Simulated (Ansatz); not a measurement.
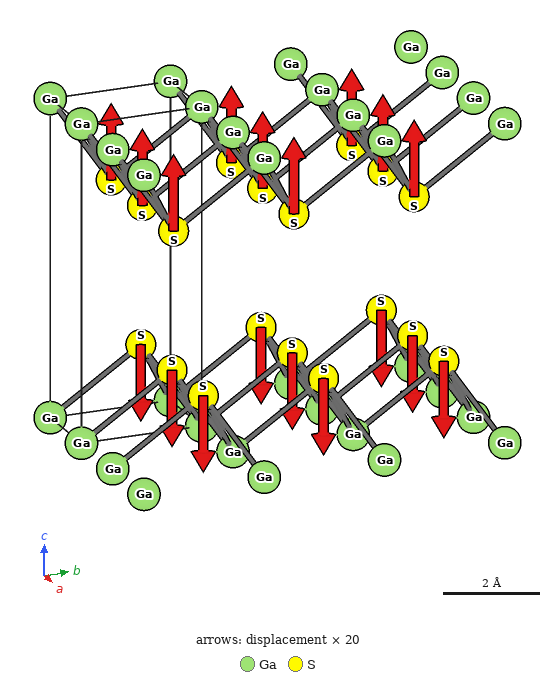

A relaxation of a crystal of GaS2 (a generated structure, set up in P-3m1). The starting structure is drawn; red arrows show the displacements (the part carried along by the change of the cell is left out), 20 times their true length.

Style: ball-and-stick. Shown: the cell of the calculation, repeated 3 × 3 × 1 with one cell outlined, slightly off an axis.

These are results of DFT PBE, scalar-relativistic, plane waves, PAW in Ansatz 0.2.0, not measurements. (plane-wave cutoff 420 eV; k-point mesh 18 × 18 × 8; occupations gaussian; smearing width 0.1 eV; no spin polarisation; cell and atoms relaxed; force threshold 0.01 eV/Å; at most 80 steps)

Question: What did the optimiser do to the structure, and how much energy did it gain?

Answer: Over 6 accepted moves (7 points after the start) the energy falls by 1.3 meV per atom. The largest force component goes from 0.083 to under 0.0001 eV/Å. The pressure goes from 0.45 to 0.01 GPa. At 1 point the geometry stayed and the basis and grid were re-selected for the new cell (energy shift of 0.3 meV per atom at most each time). The largest moves relative to the cell, 0.083 Å, are those of S atoms. Ga stays in place. Cell: a = b 3.354 → 3.351 Å (−0.1 %), c 6.781 → 7.209 Å (+6.3 %). Volume +6.1 %. Some distances before and after: Ga–S 2.444 → 2.449 Å. The space group stays P-3m1 (No. 164).

Limits of the set-up: layers or molecules are held without a dispersion correction, so their spacing is unreliable.
